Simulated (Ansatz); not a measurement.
A series of calculations on AlRu

### Relaxation

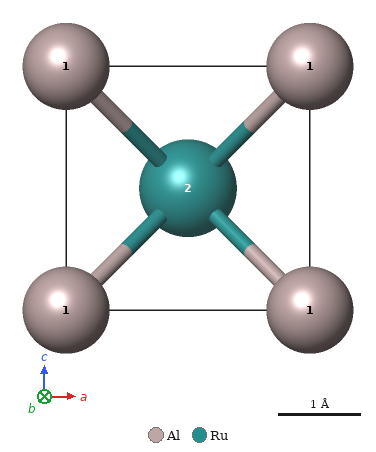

Crystalline AlRu (set up in Pm-3m), before the relaxation. The picture is a ball-and-stick view of the cell of the calculation, seen along the b axis.

The calculation used DFT PBEsol, scalar-relativistic, plane waves, PAW in Ansatz.

Input file:
```yaml
crystal:
  lattice:
    - [2.9916, 0.0, 0.0]
    - [0.0, 2.9916, 0.0]
    - [0.0, 0.0, 2.9916]
  atoms:
    - { symbol: Al, position: [0.0, 0.0, 0.0] }
    - { symbol: Ru, position: [0.5, 0.5, 0.5] }
basis:
  ecutwfc: 420
kpoints:
  mp_grid: { grid: [14, 14, 14] }
hamiltonian:
  xc: pbesol
scf:
  occupations: { method: gaussian, width: 0.1 }
output:
  forces: true
  stress: true
  eigenvalues: true
relax:
  adjacent_minimum: "off"
  f_tol: 0.005
  max_steps: 80
  cell: { stress_tol: 0.05 }
```

Launched with:
```bash
ansatz run input.yaml --threads 4 --pin off --max-ram 10240MiB --backend cpu --events-out ev --progress --plain --runs-dir out
```

What does the optimiser find from here?

Answer. The atoms keep their places relative to the cell (all moves are under 0.005 Å). The volume changes by −1.5 %, with a = b = c 2.992 → 2.976 Å (−0.5 %). Among the contacts that change: Al1–Ru2 2.591 → 2.578 Å. The space group stays Pm-3m (No. 221). Over 2 accepted moves (3 points after the start) the energy falls by 2.1 meV per atom. All forces vanish by symmetry, so only the cell relaxes. Pressure: −3.26 GPa at the start and −0.02 GPa at the end. The SCF was repeated once at an unchanged geometry on a basis and grid sized afresh for the cell, which shifted the energy by 0.1 meV per atom at most.

### Relaxation

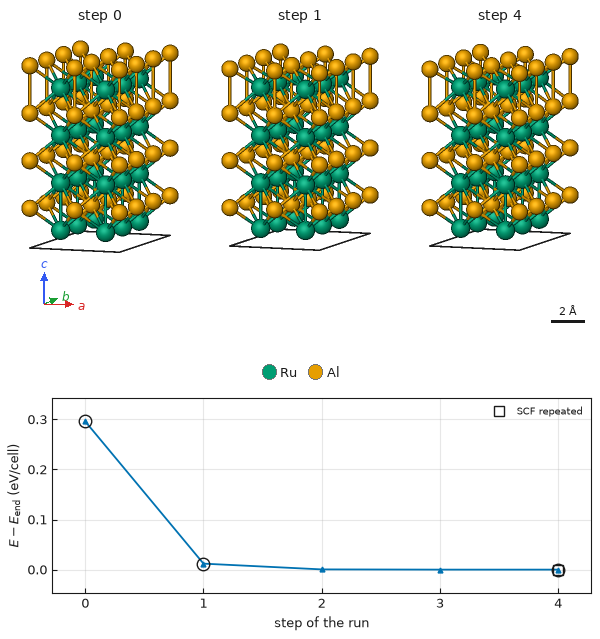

Frames of a relaxation of a slab of composition AlRu (cut from the Pm-3m phase), marked on the history of the run. A ball-and-stick model of the 2 × 3 repeat of the cell, outlined in the plane, without the vacuum, seen slightly off an axis.

Case: (1 0 0) slab, atoms relaxed. The slab is the (1 0 0) face of AlRu.

Level of theory: Ansatz, DFT r2SCAN, scalar-relativistic, plane waves, PAW. Set-up: plane-wave cutoff 500 eV; k-point mesh 12 × 12 × 1; occupations gaussian; smearing width 0.1 eV; no spin polarisation; dipole correction; atoms relaxed in a fixed cell; force threshold 0.02 eV/Å; at most 60 steps.

> Describe the path.

The largest move relative to the layer's centre is that of an Al atom, 0.21 Å along the normal (−c). Largest moves by element: Al 0.21 Å, Ru 0.13 Å. The cell stays as it was. Near-neighbour distances that change, for instance: Al–Al 2.983 → 2.795 Å, Al–Ru 2.583 → 2.437 Å, Ru–Ru 2.983 → 2.860 Å, Al–Ru 2.583 → 2.533 Å. Among the angles between lasting bonds that change: Ru–Al–Ru 109.5° → 119.8°, Ru–Al–Ru 70.5° → 75.4°, Al–Ru–Al 109.5° → 112.7°. After 3 accepted moves (4 points after the start) the energy has fallen by 0.296 eV per cell of the calculation. Largest force component: 1.8 eV/Å at the start, 0.017 eV/Å at the end. 1 step only repeated the SCF at the same geometry. Cost: 4.4 min on 1 thread of Arm Neoverse V2, with other jobs on the host, peak memory 0.93 GiB. From step 0 to 1: an Al atom moves most (0.19 Å), energy −0.284 eV per cell of the calculation. From step 1 to 4: an Al atom moves most (0.02 Å), energy −12.0 meV per cell of the calculation.

```csv
step,"E − E(0), meV/atom","largest force component, eV/Å",note
0,0.00,1.7501,
1,-35.49,0.4580,
2,-36.93,0.0869,
3,-36.99,0.0170,
4,-36.99,0.0169,"same geometry, SCF repeated"
```

### A change

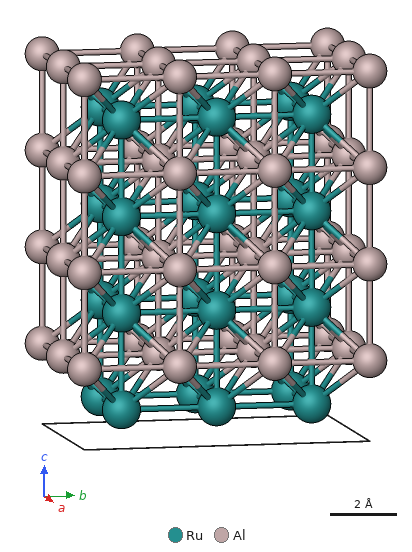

Reference structure: a (1 0 0) slab of AlRu as cut from the relaxed bulk. The picture is a ball-and-stick view of the 2 × 3 repeat of the cell, outlined in the plane, without the vacuum, seen slightly off an axis.

Level of theory: Ansatz, DFT r2SCAN, scalar-relativistic, plane waves, PAW. Settings: plane-wave cutoff 500 eV; occupations gaussian; smearing width 0.1 eV; no spin polarisation. The k-mesh is chosen for each cell (12×12×12, 12×12×1).

The variant: The atoms of the slab are relaxed at the bulk's in-plane cell.

Predict the response.

Answer. The surface energy (mean of the two faces) falls from 3.10 to 2.83 J/m². The top spacing, between the Al and Ru planes, goes from 1.49 to 1.22 Å (−18.1 %), the bottom one (Ru to Al) from 1.49 to 1.40 Å (−5.9 %). The work function of the top face goes from 3.19 to 3.13 eV. The lattice vectors keep their values. The atom that moves furthest relative to the layer's centre is an Al atom (0.21 Å along the normal (−c)). Largest moves by element: Al 0.21 Å, Ru 0.13 Å. Some distances before and after: Al–Al 2.983 → 2.795 to 2.983 Å, Al–Ru 2.583 → 2.437 to 2.631 Å, Ru–Ru 2.983 → 2.860 to 3.044 Å.

The changed structure in the same view:

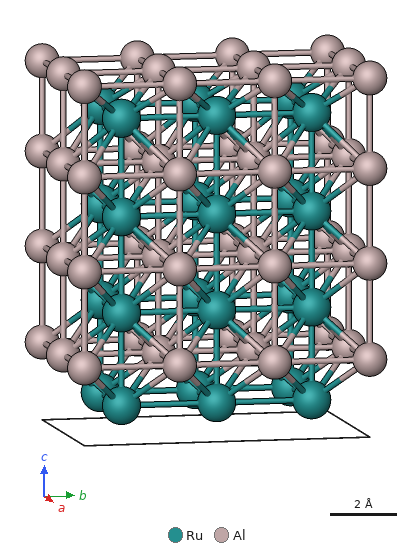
